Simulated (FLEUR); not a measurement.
**WC: 5 runs along one coordinate**

System: WC (2 atoms in the cell).
Method: Kohn-Sham DFT of a periodic cell, LDA, all-electron, no spin polarisation (FLEUR MaX-R8.1 (later development tree)).

The 5 runs differ only in the geometry, by an even scaling of the cell at fixed fractional positions. The structure derives from an entry of the Crystallography Open Database.

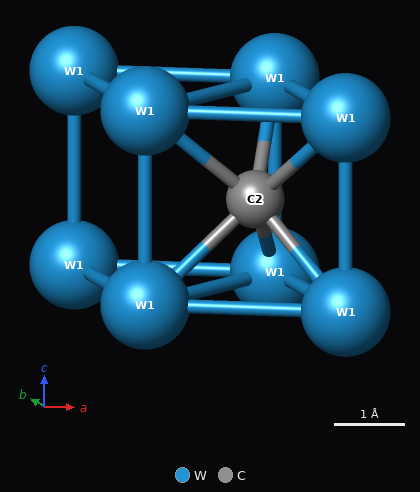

Figure 1. The structure of run 3 (ball-and-stick view of the cell of the calculation, seen slightly off an axis; atoms are numbered from 1 in the order of the input).

### Input of run 3
```
<?xml version="1.0" encoding="UTF-8" standalone="no"?>
<fleurInput fleurInputVersion="0.39">
   <comment>
      WC                                                                                                  
   </comment>
   <calculationSetup>
      <cutoffs Kmax="5.03" Gmax="15.6" GmaxXC="15.6" numbands="0"/>
      <scfLoop itmax="60" minDistance="0.00001" maxIterBroyd="15" imix="Anderson" alpha="0.05" precondParam="0.0" spinf="2.0" sdNocoIR="T"/>
      <coreElectrons ctail="T" frcor="F" kcrel="0" coretail_lmax="0"/>
      <xcFunctional name="vwn" relativisticCorrections="F"/>
      <magnetism jspins="1"/>
      <soc l_soc="F" theta="0.0" phi="0.0" spav="F"/>
      <expertModes spex="0" secvar="F"/>
      <geometryOptimization l_f="F" forcealpha="1.0" forcemix="BFGS" epsdisp="0.00001" epsforce="0.00001"/>
      <ldaU l_linMix="F" mixParam="0.05" spinf="1.0"/>
   </calculationSetup>
   <cell>
      <bzIntegration valenceElectrons="32.0" mode="hist" fermiSmearingEnergy="0.00183747">
         <kPointListSelection listName="default-1"/>
         <!-- k-points included here -->
         <xi:include xmlns:xi="http://www.w3.org/2001/XInclude" href="kpts.xml"> </xi:include>
      </bzIntegration>
      <!-- symmetry operations included here -->
      <xi:include xmlns:xi="http://www.w3.org/2001/XInclude" href="sym.xml"> </xi:include>
      <bulkLattice scale="1.0000000000">
         <bravaisMatrix>
            <row-1>    5.4924889811498998     0.0000000000000000     0.0000000000000000</row-1>
            <row-2>   -2.7462444905749499     4.7566349876829213     0.0000000000000000</row-2>
            <row-3>    0.0000000000000000     0.0000000000000000     5.3603971250403593</row-3>
         </bravaisMatrix>
      </bulkLattice>
   </cell>
   <atomSpecies>
      <species name="Tungsten (W)" element="W" atomicNumber="74">
         <mtSphere radius="2.3" gridPoints="787" logIncrement="0.017"/>
         <atomicCutoffs lmax="10" lnonsphr="8"/>
         <electronConfig flipSpins="F">
            <coreConfig>(1s1/2) (2s1/2) (2p1/2) (2p3/2) (3s1/2) (3p1/2) (3p3/2) (4s1/2) (3d3/2) (3d5/2) (4p1/2) (4p3/2) (4d3/2) (4d5/2)</coreConfig>
            <valenceConfig>(5s1/2) (5p1/2) (5p3/2) (6s1/2) (4f5/2) (4f7/2) (5d3/2) (5d5/2)</valenceConfig>
            <stateOccupation state="(5d3/2)" spinUp="0.800000" spinDown="0.800000"/>
            <stateOccupation state="(5d5/2)" spinUp="1.200000" spinDown="1.200000"/>
         </electronConfig>
         <energyParameters s="6" p="6" d="5" f="4"/>
         <lo type="SCLO" l="0" n="5" eDeriv="0"/>
         <lo type="SCLO" l="1" n="5" eDeriv="0"/>
         <lo type="SCLO" l="2" n="5" eDeriv="2"/>
         <lo type="SCLO" l="3" n="4" eDeriv="2"/>
      </species>
      <species name="Carbon (C)" element="C" atomicNumber="6">
         <mtSphere radius="1.43" gridPoints="487" logIncrement="0.021"/>
         <atomicCutoffs lmax="8" lnonsphr="6"/>
         <electronConfig flipSpins="F">
            <coreConfig>(1s1/2)</coreConfig>
            <valenceConfig>(2s1/2) (2p1/2) (2p3/2)</valenceConfig>
            <stateOccupation state="(2p1/2)" spinUp="0.333333" spinDown="0.333333"/>
            <stateOccupation state="(2p3/2)" spinUp="0.666667" spinDown="0.666667"/>
         </electronConfig>
         <energyParameters s="2" p="2" d="3" f="4"/>
         <lo type="SCLO" l="0" n="2" eDeriv="2"/>
         <lo type="SCLO" l="1" n="2" eDeriv="2"/>
         <lo type="SCLO" l="2" n="3" eDeriv="2"/>
      </species>
   </atomSpecies>
   <atomGroups>
      <atomGroup species="Tungsten (W)">
         <relPos label="                   1">.0000000000 .0000000000 .0000000000</relPos>
         <force calculate="T" relaxXYZ="TTT"/>
      </atomGroup>
      <atomGroup species="Carbon (C)">
         <relPos label="                   2">-1.000/3.000 1.000/3.000 1.000/2.000</relPos>
         <force calculate="T" relaxXYZ="TTT"/>
      </atomGroup>
   </atomGroups>
   <output dos="F" band="F" slice="F">
      <checks vchk="F" cdinf="F"/>
      <bandDOS minEnergy="-.5*Htr" maxEnergy="0.5*Htr" sigma="0.015" storeEVData="T"/>
      <vacuumDOS vacdos="F" integ="F" star="F" nstars="0" locx1="0.0" locy1="0.0" locx2="0.0" locy2="0.0" nstm="0" tworkf="0.0"/>
      <unfoldingBand unfoldBand="F" supercellX="1" supercellY="1" supercellZ="1"/>
      <plotting iplot="0" polar="F">
         <plot TwoD="T" vec1="  1.0  0.0  0.0" vec2="  0.0  1.0  0.0" vec3="  0.0  0.0  1.0" zero="  0.0  0.0  0.0" file="plot"/>
      </plotting>
      <chargeDensitySlicing numkpt="0" minEigenval="0.0" maxEigenval="0.0" nnne="0" pallst="F"/>
      <specialOutput eonly="F"/>
      <moessbauerParams electricFieldGradient="T" isomerShift="T" coreHyperfine="T" valenceHyperfine="T"/>
      <magneticCircularDichroism mcd="F" energyLo="-10.0" energyUp="0.0"/>
   </output>
  <!-- We include the file relax.xml here to enable relaxations (see documentation) -->
  <xi:include xmlns:xi="http://www.w3.org/2001/XInclude" href="relax.xml"> <xi:fallback/> </xi:include>
</fleurInput>
```

Command:
```bash
inpgen -f crystal.txt -profile fastHighL; fleur_MPI
```

Run 4 has the same physical settings and fractional positions; its lattice vectors (Å) are:
```
   2.944748    0.000000    0.000000
  -1.472374    2.550226    0.000000
   0.000000    0.000000    2.873928
```

### Results, with one run withheld

| run | volume per atom (Å³) | free energy per atom, from the lowest run given (meV) |
| --- | --- | --- |
| 1 | 9.754 | 15.81 |
| 2 | 9.961 | 0.00 |
| 3 | 10.376 | 4.05 |
| 4 | 10.791 | ? |
| 5 | 10.999 | 82.43 |

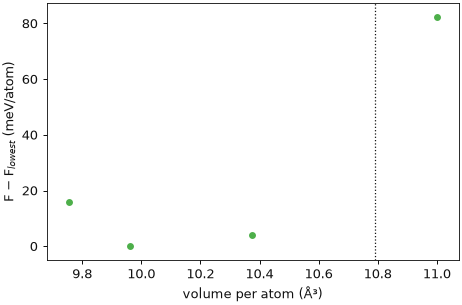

Figure 2. Free energy per atom of the runs given; the dotted line marks run 4.

What should run 4 give?

A quadratic polynomial in V^(−2/3) (the Birch–Murnaghan form), fitted to the 4 runs given, misses them by at most 0.07 meV per atom. With x = V^(−2/3) − 0.21186 Å⁻², it reads F = −1.6343 − 2321.3 x + 6.5941e+05 x² (meV per atom). At run 4 it gives 47.83 meV per atom, and the run itself gives 47.99. The fit has its minimum at 10.128 Å³ per atom, where V d²F/dV² gives 423 GPa. Cell shape and fractional positions are held, so this is the stiffness under even scaling; the relaxed bulk modulus wasn't computed.

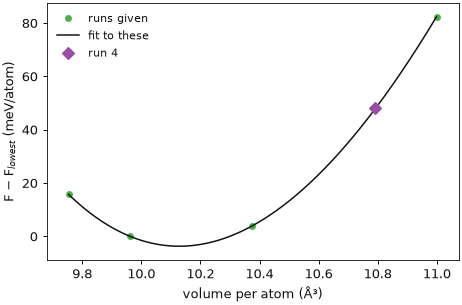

Figure 3. The fit and the withheld run.

### Output (run 4)
```
Welcome to FLEUR        (www.flapw.de)
      MaX-Release 8.1          (www.max-centre.eu)

 ========== k-point set info ==========
 Selected k-point list: default-1
 k-point list type: mesh
 10 x 10 x 9
 Number of k points: 70

 ------------Calculation Setup---------------------------
 Number of MPI-tasks      :            1
 Number of PE/node        :            1
 Number of OMP-threads    :            1
 Most efficient MPI parallelization for:
           1           2           5           7          10          14          35          70
 Additional eigenvalue parallelization possible
 Number of basis functions:          378
 Approximate size of matrices (H+S) per k-point:         0.004 GB
 --------------------------------------------------------

 Iteration:     1   Distance:      24.74995035 me/bohr^3

 Iteration:     2   Distance:      20.88858509 me/bohr^3

 Iteration:     3   Distance:       8.30357575 me/bohr^3

 Iteration:     4   Distance:       6.54476520 me/bohr^3

 Iteration:     5   Distance:       2.82005073 me/bohr^3

 Iteration:     6   Distance:       0.65464116 me/bohr^3

 Iteration:     7   Distance:       0.40750472 me/bohr^3

 Iteration:     8   Distance:       0.04033780 me/bohr^3

 Iteration:     9   Distance:       0.03383710 me/bohr^3

 Iteration:    10   Distance:       0.00559525 me/bohr^3

 Iteration:    11   Distance:       0.00623248 me/bohr^3

 Iteration:    12   Distance:       0.00078118 me/bohr^3

 Iteration:    13   Distance:       0.00011313 me/bohr^3

 Iteration:    14   Distance:       0.00020262 me/bohr^3

 Iteration:    15   Distance:       0.00000724 me/bohr^3

 ********************************************************************
 Run finished successfully
 Stop message:
   all done
 ********************************************************************
```

Notes: Spin–orbit coupling is left out, which matters for W.
